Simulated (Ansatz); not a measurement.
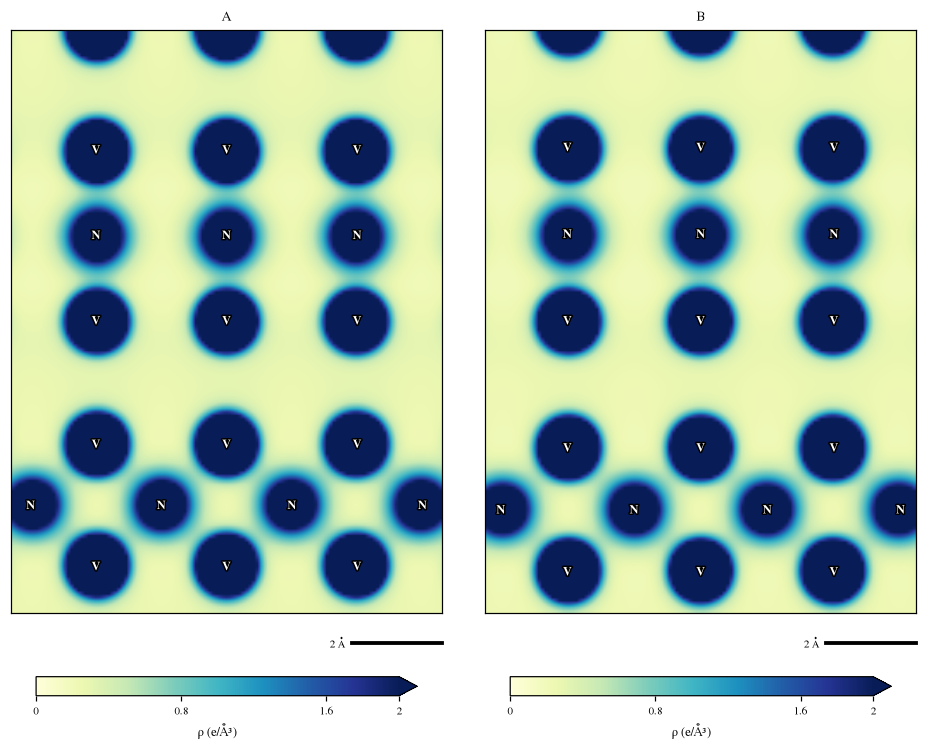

V8N. The valence pseudo-density of two cells that differ in size, on the (110) plane of each (indices in the axes of the calculation cell), at one length scale and on one colour scale; one has 11.6 and the other 12.4 Å³ an atom.

Space group P4₂/mnm; a structure from a database of computed crystals, not necessarily the ambient phase; computed without spin polarisation.

Computed with DFT r2SCAN, scalar-relativistic, plane waves, PAW in Ansatz.

The larger cell:

```
CELL_PARAMETERS angstrom
8.67145 0.00000 0.00000
0.00000 8.67145 0.00000
0.00000 0.00000 2.96306
ATOMIC_POSITIONS crystal
V 0.84287 0.15713 0.50000
V 0.15713 0.84287 0.50000
V 0.65713 0.65713 0.00000
V 0.34287 0.34287 0.00000
V 0.38769 0.61231 0.50000
V 0.61231 0.38769 0.50000
V 0.11231 0.11231 0.00000
V 0.88769 0.88769 0.00000
V 0.88497 0.62656 0.50000
V 0.11503 0.37344 0.50000
V 0.61503 0.12656 0.00000
V 0.38497 0.87344 0.00000
V 0.62656 0.88497 0.50000
V 0.37344 0.11503 0.50000
V 0.12656 0.61503 0.00000
V 0.87344 0.38497 0.00000
N 0.00000 0.00000 0.50000
N 0.50000 0.50000 0.00000
```

The smaller cell: a = 8.493 Å, b = 8.493 Å, c = 2.904 Å, α = 90.00°, β = 90.00°, γ = 90.00°.

Question: Which is the denser cell? Describe the effect of the change.

Answer: Panel A is the smaller cell, by 6 % in volume. From the larger cell to the smaller, V–N goes from 1.93 to 1.90 Å, and the density at its midpoint from 0.77 to 0.82 e/Å³; the pressure goes from 0.0 to 15 GPa.
